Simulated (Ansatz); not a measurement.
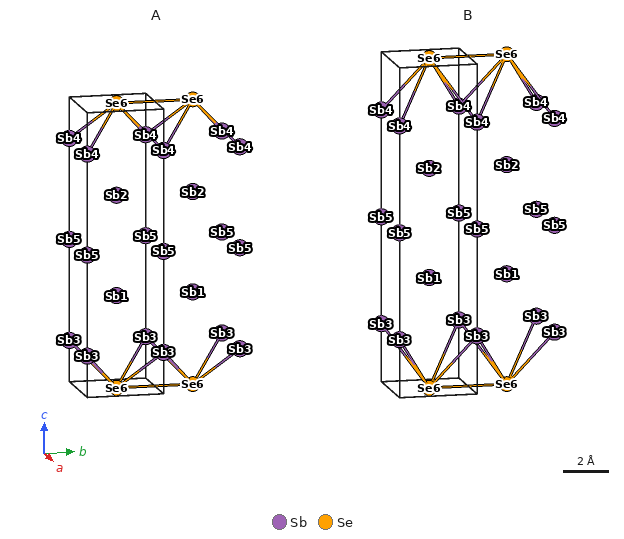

Two geometries of solid Sb$_{5}$Se (a generated structure, set up in P4/mmm) (coarse preliminary run), drawn at one scale. One is the start of a relaxation, the other its converged end. Style: ball-and-stick. Shown: the cell of the calculation, repeated 1 × 2 × 1 with one cell outlined, slightly off an axis.

All numbers below come from DFT PBE, scalar-relativistic, plane waves, PAW (Ansatz). Settings: plane-wave cutoff 420 eV; k-point mesh 6 × 6 × 1; occupations gaussian; smearing width 0.1 eV; no spin polarisation; cell and atoms relaxed; force threshold 0.04 eV/Å; at most 70 steps.

Question: Which geometry has the lower energy?

Answer: Structure A is the relaxed one. The largest moves relative to the cell, 0.40 Å, are those of Sb3 and Sb4. Sb4 goes along +c. Se stays in place. Cell: a = b 3.551 → 3.495 Å (−1.6 %), c 15.041 → 12.981 Å (−13.7 %). Volume −16.4 %. Near-neighbour distances that change, for instance: Sb3–Se6 3.648 → 3.109 Å, Se6–Se6 3.551 → 3.495 Å. The space group stays P4/mmm (No. 123). The energy falls by 1.237 eV per cell of the calculation in 5 accepted moves (7 points after the start). The largest force component goes from 0.11 to 0.014 eV/Å. Pressure: −6.58 GPa at the start and 0.01 GPa at the end. The line search rejected the trial step at point 4 of the run. At 1 point the geometry stayed and the basis and grid were re-selected for the new cell (energy shift of 4.6 meV per cell of the calculation at most each time). Cost: 37 s on 1 thread of Intel(R) Xeon(R) Platinum 8488C (Sapphire Rapids), with other jobs on the host, peak memory 0.53 GiB.
